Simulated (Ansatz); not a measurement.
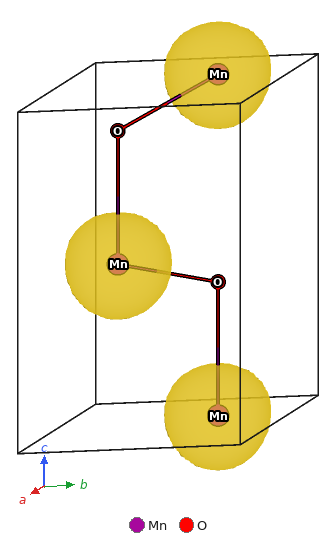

Figure 1: MnO. Isosurface of the magnetisation density (up minus down) at +0.4 e/Å³ (yellow), seen slightly off an axis. Sticks mark near contacts.

Space group P6₃mc; the program warned that this state isn't the lowest known; spin-polarised.

Theory: DFT r2SCAN, scalar-relativistic, plane waves, PAW (Ansatz).

In a PAW calculation such maps are meaningful between the atoms, not at the nuclei.

**Which atoms carry the moments, and with what signs?**

The spin density sits on Mn: +4.1 μB (×2) in one cell of 4 atoms, with smaller moments on other sites: O (up to +0.21 μB): parallel main moments (a ferromagnetic arrangement) in this solution. The cell of the calculation (4 atoms) carries 10.0 μB of net spin moment.
